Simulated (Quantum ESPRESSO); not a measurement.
**GaN (F-43m): the LO frequency by hand**

Aim: work out the LO frequency and the static dielectric constant of GaN (F-43m) from one linear-response run, then check them.

Program: Quantum ESPRESSO 7.5. Level of theory: DFT PBE, scalar-relativistic, plane waves, PseudoDojo norm-conserving pseudopotentials. Results are calculated unless marked as measured.

## (1) The relaxed structure

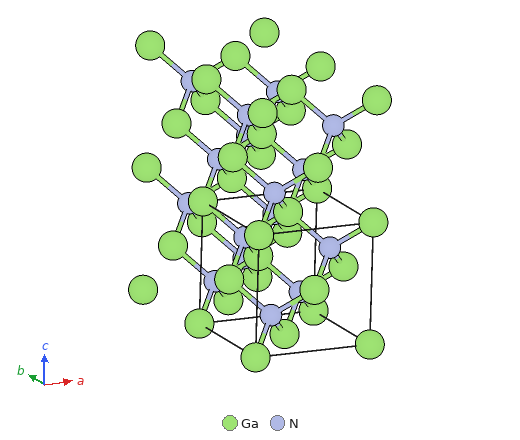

The cell as given, slightly off an axis (gallium green, nitrogen light blue). 1×2×2 cells are drawn. This picture shows the conventional cell, with its axes. Bonds to atoms that aren't drawn are left out. Some periodic images of atoms are drawn too.

This is the cell after its relaxation at this level of theory, not the database cell from which that began.

## (2) What the response run gave

A linear-response run on the relaxed cell, with the response to an electric field; only its zone-centre results are used. Cutoff 92 Ry, k mesh 12×12×12.

What it wrote:

```text
[banners, grids, parts of the stress and lines that vanish by symmetry left out]
Program PHONON v.7.5
     Reading xml data from directory:

[...]
Exchange-correlation= PBE
                           (   1   4   3   4   0   0   0)
[...]
kinetic-energy cut-off    =      92.0000  Ry
     charge density cut-off    =     368.0000  Ry
     convergence threshold     =      1.0E-18
[...]
Exchange-correlation= PBE
                           (   1   4   3   4   0   0   0)
[...]
q = (   0.0000000   0.0000000   0.0000000 )
     25 Sym.Ops. (with q -> -q+G )
     G cutoff =  688.9648  (  18907 G-vectors)     FFT grid: ( 40, 40, 40)
     number of k points=    72
[...]
Mode symmetry, T_d (-43m)  point group:
[...]
Dielectric constant
[...]
End of electric fields calculation
          Dielectric constant in cartesian axis
          (       6.178035806      -0.000000000      -0.000000000 )
          (      -0.000000000       6.178035806       0.000000000 )
          (      -0.000000000       0.000000000       6.178035806 )
          Effective charges (d Force / dE) in cartesian axis without acoustic sum rule applied (asr)
           atom    1  Ga    Mean Z*:        2.69743
      Ex  (        2.69743        0.00000        0.00000 )
      Ey  (        0.00000        2.69743       -0.00000 )
      Ez  (        0.00000       -0.00000        2.69743 )
           atom    2  N     Mean Z*:       -2.69886
      Ex  (       -2.69886        0.00000        0.00000 )
      Ey  (        0.00000       -2.69886       -0.00000 )
      Ez  (        0.00000       -0.00000       -2.69886 )
          Effective charges Sum: Mean:       -0.00143
[...]
Effective charges (d Force / dE) in cartesian axis with asr applied:
           atom    1  Ga    Mean Z*:        2.69815
[...]
atom    2  N     Mean Z*:       -2.69815
[...]
Representation #   1 modes #   1   2   3
[...]
End of self-consistent calculation
     Convergence has been achieved
     Representation #   2 modes #   4   5   6
[...]
End of self-consistent calculation
     Convergence has been achieved
[...]
Dielectric constant in cartesian axis
          (       6.178035806      -0.000000000      -0.000000000 )
          (      -0.000000000       6.178035806       0.000000000 )
          (      -0.000000000       0.000000000       6.178035806 )
          Effective charges (d Force / dE) in cartesian axis without acoustic sum rule applied (asr)
           atom    1  Ga    Mean Z*:        2.69743
      Ex  (        2.69743        0.00000        0.00000 )
      Ey  (        0.00000        2.69743       -0.00000 )
      Ez  (        0.00000       -0.00000        2.69743 )
           atom    2  N     Mean Z*:       -2.69886
      Ex  (       -2.69886        0.00000        0.00000 )
      Ey  (        0.00000       -2.69886       -0.00000 )
      Ez  (        0.00000       -0.00000       -2.69886 )
          Effective charges Sum: Mean:       -0.00143
[...]
Effective charges (d Force / dE) in cartesian axis with asr applied:
           atom    1  Ga    Mean Z*:        2.69815
[...]
atom    2  N     Mean Z*:       -2.69815
[...]
q = (    0.000000000   0.000000000   0.000000000 )
[...]
freq (    1) =      -0.057926 [THz] =      -1.932196 [cm-1]
     freq (    2) =      -0.057926 [THz] =      -1.932196 [cm-1]
     freq (    3) =      -0.057926 [THz] =      -1.932196 [cm-1]
     freq (    4) =      15.520309 [THz] =     517.701788 [cm-1]
     freq (    5) =      15.520309 [THz] =     517.701788 [cm-1]
     freq (    6) =      15.520309 [THz] =     517.701788 [cm-1]
[...]
Mode symmetry, T_d (-43m)  point group:
     freq (   1-   3) =         -1.9  [cm-1]   --> T_2  G_15 P_4   I+R
     freq (   4-   6) =        517.7  [cm-1]   --> T_2  G_15 P_4   I+R

   JOB DONE.
```

```
                       quantity   value
             cell volume Ω (Å³)  23.540
                 mass of Ga (u)  69.723
                  mass of N (u)  14.007
     Born charge of Ga, raw (e)   2.697
      Born charge of N, raw (e)  -2.699
                             ε∞   6.178
ω(TO) after the sum rule (cm⁻¹)   517.7
```

## (3) The calculation

The charges must sum to zero over the cell; taking off their mean, -0.001 e, leaves Z* = 2.698 e on Ga. In the polar mode Ga moves against N, so the reduced mass is μ = 69.72 × 14.01 / 83.73 = 11.664 u.

A longitudinal wave builds up a field that adds to the restoring force: ω(LO)² = ω(TO)² + 4π Z*² / (μ Ω ε∞), in Hartree atomic units. With μ = 21262 electron masses and Ω = 158.86 bohr³ the second term is 4.3842e-06 Ha², or 211183 cm⁻² (1 Ha = 219474.6 cm⁻¹).

So ω(LO) = √(268013 + 211183) = 692.2 cm⁻¹, and by the Lyddane-Sachs-Teller relation ε₀ = ε∞ (ω(LO)/ω(TO))² = 11.05.

## (4) Check against the program

The analysis program adds the same non-analytic term to the full matrix, here for q along (1 0 0).

What it wrote:

```text
[banner, memory and clock lines left out]
Program DYNMAT v.7.5

     Reading Dynamical Matrix from file g.dyn
     ...Force constants read
     ...epsilon and Z* read

     Polarizability (A^3 units)
     multiply by 0.366836 for Clausius-Mossotti correction
         9.699782   -0.000000   -0.000000
        -0.000000    9.699782    0.000000
        -0.000000    0.000000    9.699782

     IR activities are in (D/A)^2/amu units

# mode   [cm-1]    [THz]      IR
    1     -0.00   -0.0000    0.0000
    2     -0.00   -0.0000    0.0000
    3      0.00    0.0000    0.0000
    4    517.70   15.5203   14.3999
    5    517.70   15.5203   14.3999
    6    692.24   20.7528   14.3999
```

ε₀ comes from the program's run without a direction of q.

```
    quantity  by hand  program
ω(LO) (cm⁻¹)    692.2    692.2
          ε₀    11.05    11.05
```

## (5) Summary of results

* TO mode: 517.7 cm⁻¹
* LO mode: 692.2 cm⁻¹
* static dielectric constant: 11.05

In words: The LO mode of GaN (F-43m) lies at 692 cm⁻¹, 175 cm⁻¹ above the TO mode; the formula meets the program within 0.1 cm⁻¹, as it must for a cubic crystal with one polar mode. ω(LO)² − ω(TO)² goes with Z*²/ε∞: an error of 5 % in ε∞ would move the LO mode by 7.3 cm⁻¹, and semilocal functionals tend to overestimate ε∞. These are harmonic values at zero temperature, at the volume of this functional, for the structure held cubic; stability elsewhere in the zone is no part of this calculation.

[Host names and launcher messages were left out of these logs when they were recorded.]

[Logs are printed without paths, hosts, clocks, repeated set-up lines and the standing remarks that a program may print on its own settings, such as how far it seeks lower states.]

[Hosts, paths, dates, database ids (printed as entryN), source tags and the programs' standing remarks are cut or masked in the printed files.]
